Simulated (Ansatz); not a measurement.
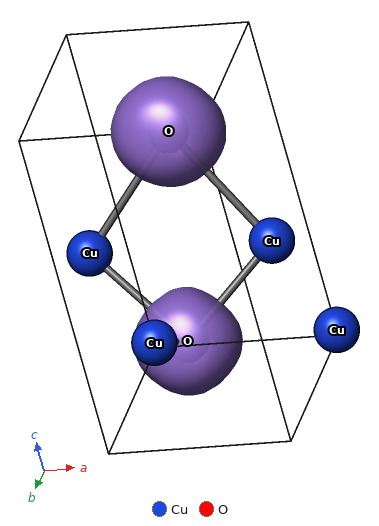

CuO. Isosurface of the ELF at 0.65 (purple), seen at an oblique angle. Core shells and regions of very low density are left out. Sticks mark near contacts.

Space group P1; a structure from a database of computed crystals, not necessarily the ambient phase; not relaxed (largest force 1.7 eV/Å); computed pressure about −13 GPa in this cell.

Method: Ansatz 0.2.0, Kohn-Sham DFT of a periodic cell, LDA, Ansatz PAW.

The calculation's input:

```
crystal:
  lattice:
    - [0.1870412921, -2.1429295228, -2.0155306596]
    - [-1.9924266127, 0.1048586121, -1.9333479797]
    - [2.3509910112, 2.2549458814, -4.3301189699]
  atoms:
    - { symbol: Cu, position: [0.45623224, 0.53068563, 0.48541174] }
    - { symbol: Cu, position: [0.97428428, 0.98586739, 0.0243612] }
    - { symbol: O, position: [0.80166267, 0.74472112, 0.73928024] }
    - { symbol: O, position: [0.26782081, 0.23872587, 0.25094681] }
hamiltonian:
  xc: lda
  pseudopotentials: { kind: paw }
kpoints:
  mp_grid: { grid: [10, 10, 5] }
scf:
  occupations: { method: fermi_dirac, width: 0.05 }
output:
  forces: true
  stress: true
  eigenvalues: true
  write_density: true
  write_potential: true
  elf: true
  volumetric_format: npy
```

Command:

```sh
ansatz run input.yaml --threads 2 --pin off --max-ram 5632MiB --backend cpu --events-out ev --progress --plain --runs-dir out
```

Below, planes, directions and counts refer to the conventional cell (a = 2.78 Å, b = 2.95 Å, c = 5.41 Å, α = 93.73°, β = 104.63°, γ = 113.76°).

> Identify the bonds, lone pairs and shells in this picture.

The ELF exceeds this value in two regions wrapped around O (the valence shell of each), counted in one cell of 4 atoms. Regions shared between cells count once.

Values along the shortest contacts:
Cu–O (1.97 Å): the ELF peaks at about 0.80 in the valence shell of O, 0.6 Å from its nucleus, and is about 0.20 at the midpoint: no localised pair shows between them. Cu–O (2.01 Å): the ELF peaks at about 0.80 in the valence shell of O, 0.6 Å from its nucleus, and is about 0.20 at the midpoint (no shared electron pair shows on this line).

> Does the calculation give a band gap?

It is metallic or semimetallic at this level of theory: no gap opens; semilocal functionals without U, or without the true magnetic order, often close the gap of such compounds.
